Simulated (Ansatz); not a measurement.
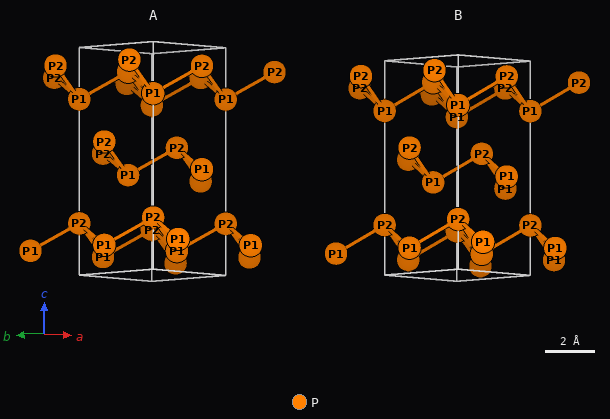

Two geometries of solid P (set up in R-3m), drawn at one scale. One is the start of a relaxation, the other its converged end. The picture is a ball-and-stick view of the conventional cell (3 times the calculation's cell), seen from a free direction. Lengths and directions refer to the drawn axes.

All numbers below come from Ansatz 0.2.0, Kohn-Sham DFT of a periodic cell, PBEsol, Ansatz PAW. Settings: plane-wave cutoff 420 eV; k-point mesh 9 × 9 × 9; occupations fermi-dirac; smearing width 0.05 eV; target pressure 0 GPa; no spin polarisation; cell and atoms relaxed; force threshold 0.01 eV/Å; at most 40 steps.

Question: Which geometry has the lower energy?

Answer: Structure B is the relaxed one. The run lets cell and atoms move. Over 5 accepted moves (7 points after the start) the energy falls by 32.0 meV per cell of the calculation. Largest force component: 0.27 eV/Å at the start, 0.00063 eV/Å at the end. The pressure goes from −1.77 to −0.02 GPa. The line search rejected the trial step at point 3 of the run. At 1 point the geometry stayed and the basis and grid were re-selected for the new cell (energy shift of 0.3 meV per cell of the calculation at most each time). The largest moves relative to the cell, 0.057 Å, are those of P1 and P2. P2 goes along +c. Cell: a = b 3.451 → 3.435 Å (−0.5 %), c 9.389 → 8.838 Å (−5.9 %). Volume −6.7 %. Among the contacts that change: P1–P2 2.293 → 2.309 Å. The space group stays R-3m (No. 166).

Limits of the set-up: layers or molecules are held without a dispersion correction, so their spacing is unreliable.
